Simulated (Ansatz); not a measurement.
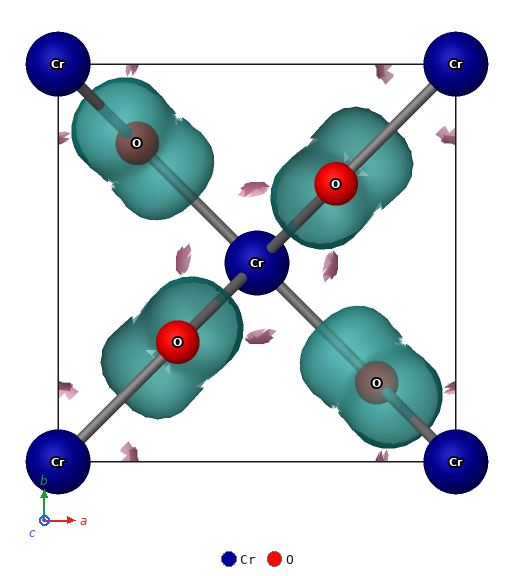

Figure 1: CrO2. Deformation density (self-consistent density less superposed neutral spherical atoms): teal surfaces at +0.1 and pink ones at −0.1 e/Å³, in the conventional cell seen along the c axis (the regions close to the nuclei are left out). Cores are masked to 0.9 Å (Cr) and 0.6 Å (O).

Space group P4_2/mnm; the calculation finds a residual pressure of about 2 GPa at this fixed cell; spin-polarised. It comes out metallic at this level (no Hubbard term), which in such compounds can be an artefact. Net moment 4.0 μB in the 6-atom cell of the calculation; other magnetic orders weren't tried.

Level of theory: Ansatz, DFT PBE, scalar-relativistic, plane waves, PAW.

In a PAW calculation such maps are meaningful between the atoms, not at the nuclei.

The calculation's input:

```
crystal:
  lattice:
    - [4.421, 0.0, 0.0]
    - [0.0, 4.421, 0.0]
    - [0.0, 0.0, 2.917]
  atoms:
    - { symbol: Cr, position: [0.0, 0.0, 0.0], spin: 3.0 }
    - { symbol: Cr, position: [0.5, 0.5, 0.5], spin: 3.0 }
    - { symbol: O, position: [0.301, 0.301, 0.0] }
    - { symbol: O, position: [0.199, 0.801, 0.5] }
    - { symbol: O, position: [0.699, 0.699, 0.0] }
    - { symbol: O, position: [0.801, 0.199, 0.5] }
magnetization:
  spin_polarized: true
basis:
  ecutwfc: 420
  fft_grid_basis: typed
kpoints:
  mp_grid: { grid: [6, 6, 8] }
hamiltonian:
  xc: pbe
  pseudopotentials: { kind: paw }
scf:
  occupations: { method: gaussian, width: 0.05 }
output:
  forces: true
  stress: true
  eigenvalues: true
  bader: true
  write_density: true
  volumetric_format: npy
  populations: true
  elf: true
```

Command:

```sh
ansatz run input.yaml --threads 2 --pin off --max-ram 4096MiB --backend cpu --events-out ev --progress --plain --runs-dir out
```

The picture shows the conventional cell (a = 4.42 Å, b = 4.42 Å, c = 2.92 Å, α = 90.00°, β = 90.00°, γ = 90.00°).

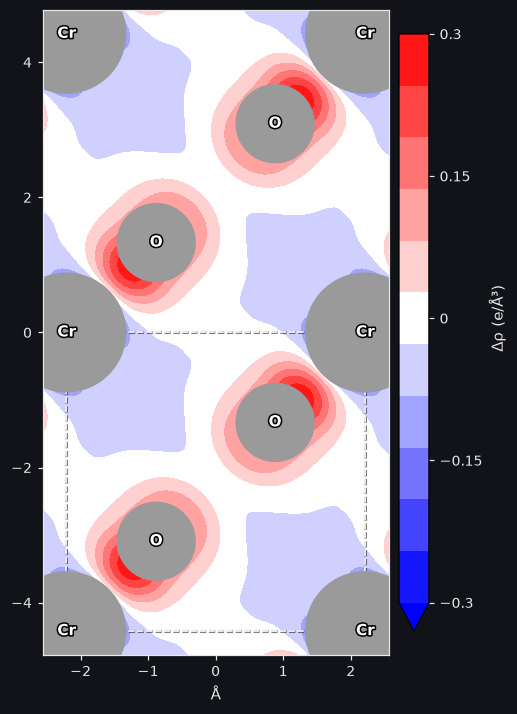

Second picture: a map on the (001) plane of the conventional cell, with grey discs over the atomic cores.

> Where does charge go when the atoms form this crystal?

Cr–O (1.88 Å): Δρ is +0.07 e/Å³ at the midpoint (close to a masked core, so read it with care).
- Cr–Cr (2.92 Å): Δρ is −0.007 e/Å³ at the midpoint (this contact isn't in the plane drawn).
- Over the whole cell, outside the masked cores, the largest gain lies at the edge of the masked core of O, and the largest loss lies at the edge of the masked core of Cr.
- The rearranged charge, half the integral of |Δρ|, is about 0.28 e an atom.
- Bader charges: Cr +1.99 and O −0.99 e.

Run time: 95 s on 2 threads of Intel(R) Xeon(R) Processor @ 2.50GHz (Skylake/Cascade Lake), on a shared host, peak memory 0.48 GiB.
